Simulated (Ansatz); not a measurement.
## Two runs on CdTe

System: CdTe (slab, 8 atoms in the cell).
Method of run 1: DFT, PBE, all-electron LAPW, scalar-relativistic, no spin polarisation (Ansatz 0.2.0).

Text and figures count atoms from 1; the logs count them from 0 in places.

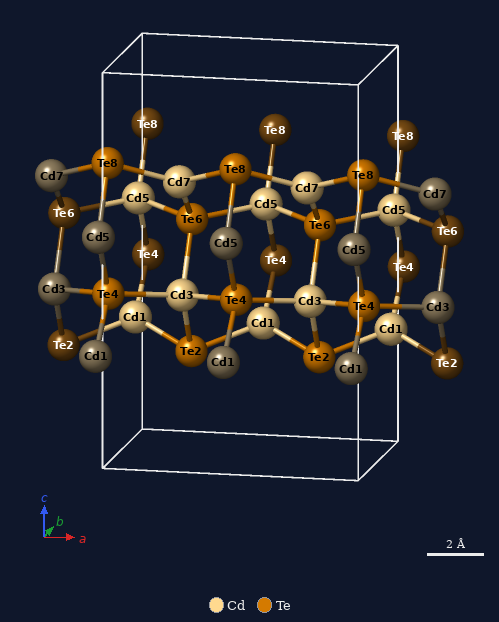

Fig. 1: The structure (ball-and-stick view of the 2 × 1 repeat of the cell, with the vacuum cut short, seen slightly off an axis; neighbours outside the cell are drawn fainter; atoms are numbered from 1 in the order of the input). Near neighbours in the crystal (not all of them lie inside the picture): Cd has 3 Te at 2.81 Å; Te has 3 Cd at 2.81 to 2.83 Å; Cd has 4 Te at 2.83 to 2.93 Å; Te has 4 Cd at 2.81 to 2.93 Å.

The input, run 1:
```yaml
crystal:
  lattice:
    - [4.678052936, 0.0, 0.0]
    - [0.0, 6.6157659075, 0.0]
    - [0.0, 0.0, 23.0171]
  atoms:
    - { symbol: Cd, position: [0.0, 0.8255243239, 0.3744053191] }
    - { symbol: Te, position: [0.5, 0.6289873078, 0.3372846884] }
    - { symbol: Cd, position: [0.5, 0.3984669561, 0.4407514304] }
    - { symbol: Te, position: [0.0, 0.1470210744, 0.453943828] }
    - { symbol: Cd, position: [0.0, 0.8984443649, 0.5592565199] }
    - { symbol: Te, position: [0.5, 0.647021667, 0.546049733] }
    - { symbol: Cd, position: [0.5, 0.3255400977, 0.6255957292] }
    - { symbol: Te, position: [0.0, 0.1289942083, 0.6627127509] }
kpoints:
  mp_grid: { grid: [6, 4, 1] }
scf:
  occupations: { method: fermi_dirac, width: 0.02 }
hamiltonian:
  xc: pbe
  pseudopotentials: { kind: all_electron, lapw: { basis_error: 0.001 } }
output:
  forces: true
  stress: true
  eigenvalues: true
efield:
  axis: 3
  amplitude: 0
  dipole_correction: true
```

Command:
```bash
ansatz run input.yaml --threads 3 --pin off --max-ram 8192MiB --backend cpu --events-out ev --progress --plain --runs-dir out
```

Hardware: 3 threads of Arm Neoverse V1, 24 GiB of memory available, shared host.

Output, shortened to warnings, some set-up lines, iterations and results (run 1):
```
Basis set: ecut = 252.7504172074941 eV, 6491 PW (Γ), exchange–correlation at level 2
Symmetry: 2 space group operations
k-points: 12 of 24 (time reversal used)
Initial density: superposition of atomic densities (neutral atoms: chi_scale 0, normalization atom)
[...]
SCF iter   1: F=—  HF=-1348483.367701 eV  |F-HF|=—  |Δ(HF+E_count)|=         —  Δρ=1.32e-2  dr2=3.40e0  ethr=1.93e-3  p=0.000 e·Å  D=3.33e-11 V/Å  ΔV_dip=-0.00 eV  …
SCF iter   2: F=—  HF=-1348482.273014 eV  |F-HF|=—  |Δ(HF+E_count)|=    1.09e0  Δρ=5.04e-3  dr2=3.98e-1  ethr=1.93e-3  p=0.000 e·Å  D=4.23e-5 V/Å  ΔV_dip=-0.00 eV  …
SCF iter   3: F=—  HF=-1348482.193592 eV  |F-HF|=—  |Δ(HF+E_count)|=   7.94e-2  Δρ=2.95e-3  dr2=1.27e-1  ethr=2.26e-4  p=0.000 e·Å  D=3.49e-6 V/Å  ΔV_dip=-0.00 eV  …
SCF iter   4: F=—  HF=-1348482.180169 eV  |F-HF|=—  |Δ(HF+E_count)|=         —  Δρ=9.60e-4  dr2=1.69e-2  ethr=7.23e-5  p=0.000 e·Å  D=4.45e-5 V/Å  ΔV_dip=-0.00 eV  …
SCF iter   5: F=—  HF=-1348482.181628 eV  |F-HF|=—  |Δ(HF+E_count)|=   1.46e-3  Δρ=2.87e-4  dr2=1.92e-3  ethr=9.58e-6  p=-0.000 e·Å  D=-1.08e-5 V/Å  ΔV_dip=0.00 eV  …
SCF iter   6: F=—  HF=-1348482.181159 eV  |F-HF|=—  |Δ(HF+E_count)|=   4.69e-4  Δρ=9.14e-5  dr2=7.19e-5  ethr=4.09e-8  p=0.000 e·Å  D=3.97e-5 V/Å  ΔV_dip=-0.00 eV  …
SCF iter   7: F=—  HF=-1348482.181262 eV  |F-HF|=—  |Δ(HF+E_count)|=   1.04e-4  Δρ=3.16e-5  dr2=9.92e-6  ethr=4.09e-8  p=-0.000 e·Å  D=-1.36e-5 V/Å  ΔV_dip=0.00 eV  …
SCF iter   8: F=—  HF=-1348482.181277 eV  |F-HF|=—  |Δ(HF+E_count)|=   1.49e-5  Δρ=1.03e-5  dr2=1.71e-6  ethr=5.64e-9  p=0.000 e·Å  D=7.97e-5 V/Å  ΔV_dip=-0.00 eV  …
SCF iter   9: F=—  HF=-1348482.181279 eV  |F-HF|=—  |Δ(HF+E_count)|=   2.30e-6  Δρ=5.22e-6  dr2=2.15e-6  ethr=9.70e-10  p=-0.000 e·Å  D=-7.89e-5 V/Å  ΔV_dip=0.00 eV  …
SCF iter  10: F=-1348482.181279 eV  HF=-1348482.181279 eV  |F-HF|=8.10e-8  |Δ(HF+E_count)|=   3.13e-7  Δρ=2.25e-6  dr2=9.74e-8  ethr=9.70e-10  p=0.000 e·Å  D=3.56e-5 V/Å  …
SCF 1 converged in 10 iterations: F = -1348482.181279 eV  dr2 = 9.74e-8
SCF converged after 10 iterations
Free energy (F): -1348482.181279 eV
Harris-Foulkes:  -1348482.181279 eV  (|F-HF|=8.10e-8)
Internal energy: -1348482.181279 eV  (E = F + TS)
E sigma→0 (E₀):  -1348482.181279 eV
Fermi energy:    0.738033 eV
Dipole field:    D = 0.000036 V/Å  (p = 0.000140 e·Å, saw-weighted, corrected)
Work function:   Φ+ = 4.6242 eV   Φ− = 4.6250 eV
Levels:          The Fermi level and band energies are counted from a zero that moves with the ramp; work functions are not
--- Per-component energies (eV) ---
  E_band       = -8059.477428
  E_kinetic    = 1418924.901869
  E_xc         = -36001.262974
  E_efield     = 0.000000  (sawtooth field / dipole correction)
  E_electrostatic = -2731405.820175  (all electrons and nuclei)
  E_smearing   = -0.000000  (= −TS)
  E_closure    = 0.000000  (closes the sum)
  E_atoms      = -1348463.729577  (free atoms, spherical and without spin; not in F)
  Σ components = -1348482.181279   (vs F -1348482.181279, Δ=0.00e0)
  Basis errors (estimates in eV, not in F): energy 4.9e-4 per atom: plane waves 4.5e-4 (2.7e-4 summed), levels above the bands 4.0e-128, relativity 9.8e-8, radial functions 3.9e-5, core shells 3.0e-7; eigenvalues (radial functions only) 1.2e-6; not estimated: angular momenta, meshes, grids; target …
--- Forces (eV/Å), atoms counted from 1 ---
  atom   1  Cd     0.00000000    -0.00220181    -0.00198545
  atom   2  Te     0.00000000     0.00002190     0.00192395
  atom   3  Cd     0.00000000    -0.00098546    -0.00237361
  atom   4  Te     0.00000000     0.00263339    -0.00046990
  atom   5  Cd     0.00000000    -0.00021342     0.00108402
  atom   6  Te     0.00000000     0.00279588     0.00183707
  atom   7  Cd     0.00000000    -0.00228235     0.00153095
  atom   8  Te     0.00000000     0.00027455    -0.00162854
  max |Σ_I F_I| component: 8.15e-5 eV/Å
--- Stress (GPa, compression-positive) ---
       -0.325080       0.000000       0.000000
        0.000000      -0.127774       0.000461
        0.000000       0.000461       0.002122
  P = ⅓ Tr σ = -0.1502 GPa (-1.502 kbar)
```

For run 2 the input was changed thus:
```diff
-  pseudopotentials: { kind: all_electron, lapw: { basis_error: 0.001 } }
+  pseudopotentials:
+    kind: all_electron
+    lapw: { basis_error: 0.001 }
+    relativity: none
```

What does this change do to the results?

Run 2 is non-relativistic, while run 1 includes scalar relativity. The total energies belong to different models, so their difference says nothing on which is more stable or more accurate. The gap on the mesh goes from 1.39 to 2.08 eV. The largest force goes from 0.003 to 0.230 eV/Å. The SCF takes 11 iterations against 10.

Output, shortened to warnings, some set-up lines, iterations and results (run 2):
```
Basis set: ecut = 252.5627330486571 eV, 6491 PW (Γ), exchange–correlation at level 2
Symmetry: 2 space group operations
k-points: 12 of 24 (time reversal used)
Initial density: superposition of atomic densities (neutral atoms: chi_scale 0, normalization atom)
[...]
SCF iter   1: F=—  HF=-1314965.080888 eV  |F-HF|=—  |Δ(HF+E_count)|=         —  Δρ=1.37e-2  dr2=3.81e0  ethr=2.16e-3  p=0.000 e·Å  D=4.32e-11 V/Å  ΔV_dip=-0.00 eV  …
SCF iter   2: F=—  HF=-1314963.882620 eV  |F-HF|=—  |Δ(HF+E_count)|=    1.20e0  Δρ=5.44e-3  dr2=4.54e-1  ethr=2.16e-3  p=0.000 e·Å  D=4.30e-5 V/Å  ΔV_dip=-0.00 eV  …
SCF iter   3: F=—  HF=-1314963.796022 eV  |F-HF|=—  |Δ(HF+E_count)|=   8.66e-2  Δρ=2.94e-3  dr2=1.23e-1  ethr=2.58e-4  p=0.000 e·Å  D=9.88e-6 V/Å  ΔV_dip=-0.00 eV  …
SCF iter   4: F=—  HF=-1314963.785715 eV  |F-HF|=—  |Δ(HF+E_count)|=         —  Δρ=9.00e-4  dr2=1.45e-2  ethr=7.00e-5  p=0.000 e·Å  D=4.19e-5 V/Å  ΔV_dip=-0.00 eV  …
SCF iter   5: F=—  HF=-1314963.787016 eV  |F-HF|=—  |Δ(HF+E_count)|=   1.30e-3  Δρ=2.47e-4  dr2=1.51e-3  ethr=8.26e-6  p=0.000 e·Å  D=1.83e-6 V/Å  ΔV_dip=-0.00 eV  …
SCF iter   6: F=—  HF=-1314963.786691 eV  |F-HF|=—  |Δ(HF+E_count)|=   3.25e-4  Δρ=8.68e-5  dr2=6.59e-5  ethr=3.74e-8  p=0.000 e·Å  D=3.49e-5 V/Å  ΔV_dip=-0.00 eV  …
SCF iter   7: F=—  HF=-1314963.786783 eV  |F-HF|=—  |Δ(HF+E_count)|=   9.21e-5  Δρ=3.12e-5  dr2=9.78e-6  ethr=3.74e-8  p=0.000 e·Å  D=9.93e-6 V/Å  ΔV_dip=-0.00 eV  …
SCF iter   8: F=—  HF=-1314963.786799 eV  |F-HF|=—  |Δ(HF+E_count)|=   1.58e-5  Δρ=9.29e-6  dr2=1.02e-6  ethr=5.56e-9  p=0.000 e·Å  D=4.46e-5 V/Å  ΔV_dip=-0.00 eV  …
SCF iter   9: F=—  HF=-1314963.786801 eV  |F-HF|=—  |Δ(HF+E_count)|=   1.98e-6  Δρ=2.55e-6  dr2=3.16e-7  ethr=5.77e-10  p=-0.000 e·Å  D=-1.60e-5 V/Å  ΔV_dip=0.00 eV  …
SCF iter  10: F=—  HF=-1314963.786801 eV  |F-HF|=—  |Δ(HF+E_count)|=   3.49e-9  Δρ=1.72e-6  dr2=1.19e-7  ethr=1.79e-10  p=0.000 e·Å  D=4.86e-5 V/Å  ΔV_dip=-0.00 eV  …
SCF iter  11: F=-1314963.786801 eV  HF=-1314963.786801 eV  |F-HF|=1.63e-9  |Δ(HF+E_count)|=   3.03e-8  Δρ=7.02e-7  dr2=7.84e-9  ethr=6.74e-11  p=0.000 e·Å  D=2.73e-5 V/Å  …
SCF 1 converged in 11 iterations: F = -1314963.786801 eV  dr2 = 7.84e-9
SCF converged after 11 iterations
Free energy (F): -1314963.786801 eV
Harris-Foulkes:  -1314963.786801 eV  (|F-HF|=1.63e-9)
Internal energy: -1314963.786801 eV  (E = F + TS)
E sigma→0 (E₀):  -1314963.786801 eV
Fermi energy:    1.029331 eV
Dipole field:    D = 0.000027 V/Å  (p = 0.000108 e·Å, saw-weighted, corrected)
Work function:   Φ+ = 4.4881 eV   Φ− = 4.4888 eV
Levels:          The Fermi level and band energies are counted from a zero that moves with the ramp; work functions are not
--- Per-component energies (eV) ---
  E_band       = -7882.029763
  E_kinetic    = 1314448.081878
  E_xc         = -35018.308474
  E_efield     = 0.000000  (sawtooth field / dipole correction)
  E_electrostatic = -2594393.560204  (all electrons and nuclei)
  E_smearing   = -0.000000  (= −TS)
  E_closure    = 0.000000  (closes the sum)
  E_atoms      = -1314943.425347  (free atoms, spherical and without spin; not in F)
  Σ components = -1314963.786801   (vs F -1314963.786801, Δ=0.00e0)
  Basis errors (estimates in eV, not in F): energy 4.9e-4 per atom: plane waves 4.5e-4 (2.7e-4 summed), levels above the bands 1.8e-122, relativity 0.0e0, radial functions 3.9e-5, core shells 2.5e-7; eigenvalues (radial functions only) 9.3e-7; not estimated: angular momenta, meshes, grids; target …
--- Forces (eV/Å), atoms counted from 1 ---
  atom   1  Cd     0.00000000     0.00718344    -0.06800613
  atom   2  Te     0.00000000    -0.03416343    -0.22739072
  atom   3  Cd     0.00000000    -0.02368645     0.03742929
  atom   4  Te     0.00000000     0.05006223     0.03226336
  atom   5  Cd     0.00000000    -0.02287896    -0.03884004
  atom   6  Te     0.00000000     0.05028452    -0.03096137
  atom   7  Cd     0.00000000     0.00714837     0.06767849
  atom   8  Te     0.00000000    -0.03394365     0.22786204
  max |Σ_I F_I| component: 3.49e-5 eV/Å
--- Stress (GPa, compression-positive) ---
        0.310212       0.000000       0.000000
        0.000000       0.390806       0.000465
        0.000000       0.000465       0.434476
  P = ⅓ Tr σ = 0.3785 GPa (3.785 kbar)
```

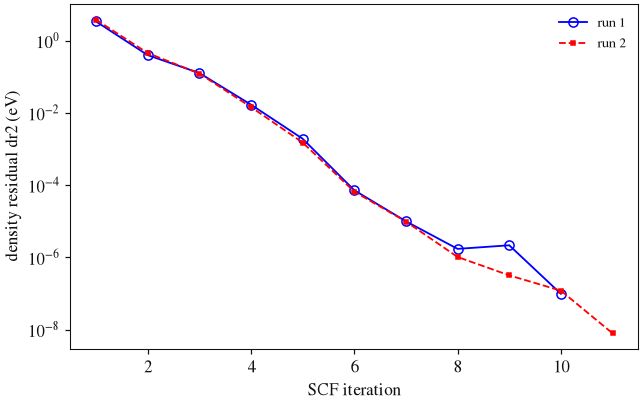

Fig. 2: Convergence of the two runs: density residual dr2 against the SCF iteration. Run 1 takes 10 iterations in all, and run 2 takes 11.

The two runs side by side:

| quantity | run 1 | run 2 |
| --- | --- | --- |
| outcome | converged | converged |
| free energy per atom (eV) | −168560.2727 | −164370.4734 |
| gap on the mesh (eV) | 1.39 | 2.08 |
| largest force (eV/Å) | 0.003 | 0.230 |
| SCF iterations | 10 | 11 |
| irreducible k-points | 12 | 12 |
| plane waves at Γ | 6491 | 6491 |
| wall time (shared host) | 4.2 min | 4.6 min |
